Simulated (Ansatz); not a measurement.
Input

```
crystal:
  lattice:
    - [5.2288810127, 0.0, 0.0]
    - [0.0, 5.2288810127, 0.0]
    - [0.0, 0.0, 5.2288810127]
  atoms:
    - { symbol: Sr, position: [0.0, 0.5, 0.5] }
    - { symbol: Sr, position: [0.5, 0.0, 0.5] }
    - { symbol: Sr, position: [0.5, 0.5, 0.0] }
    - { symbol: Ti, position: [0.0, 0.0, 0.0], spin: 2.56 }
    - { symbol: O, position: [0.5, 0.5, 0.5] }
basis:
  ecutwfc: 420
kpoints:
  mp_grid: { grid: [8, 8, 8] }
hamiltonian:
  xc: pbe
scf:
  occupations: { method: gaussian, width: 0.1 }
output:
  forces: true
  stress: true
  eigenvalues: true
  populations: true
  write_density: true
  write_potential: true
  elf: true
  volumetric_format: npy
magnetization:
  spin_polarized: true
relax:
  adjacent_minimum: "off"
  f_tol: 0.005
  max_steps: 80
  cell: { stress_tol: 0.05 }
```

Launched as:

```sh
ansatz run input.yaml --threads 2 --pin off --max-ram 7168MiB --backend cpu --events-out ev --progress --plain --runs-dir out
```

Below, planes, directions and counts refer to the conventional cell (a = 5.27 Å, b = 5.27 Å, c = 5.27 Å, α = 90.00°, β = 90.00°, γ = 90.00°).

The fields are those of the relaxed geometry.

Space group Pm-3m; spin-polarised.

These are results of Ansatz 0.2.0, DFT PBE, scalar-relativistic, plane waves, PAW, not measurements.

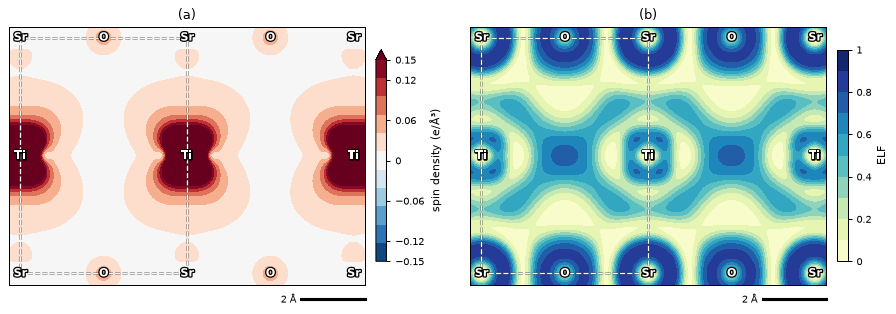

Sr$_{3}$TiO. (a) spin density (up minus down); (b) ELF on the (110) plane of the conventional cell.

In a PAW calculation such maps are meaningful between the atoms, not at the nuclei.

### Describe what can be read from this map.

The section cuts through Sr, Ti and O sites.
Sr–O (2.64 Å): the ELF is about 0.05 at the midpoint; no localised pair shows between them.
Sr–Ti (3.73 Å): the ELF is about 0.35 at the midpoint (no shared electron pair shows on this line).
The ELF has a maximum of about 0.75 in the space between the atoms, 2.5 Å from six Sr and Ti atoms, on no atom or two-centre bond.
The features right at Sr and Ti lie inside the PAW spheres, where the map follows smoothed inner orbitals and isn't to be read closely.
The spin density sits on Ti: +2.3 μB in one cell of 5 atoms, with smaller moments on Sr (up to +0.05 μB): parallel main moments, as they must be, since the calculation's own cell holds one magnetic site. The cell of the calculation (5 atoms) carries 3.6 μB of net spin moment.

### Does the calculation make it a metal, or give it a gap?

It is metallic or semimetallic at this level of theory: no gap opens; semilocal functionals without U, or without the true magnetic order, often close the gap of such compounds.
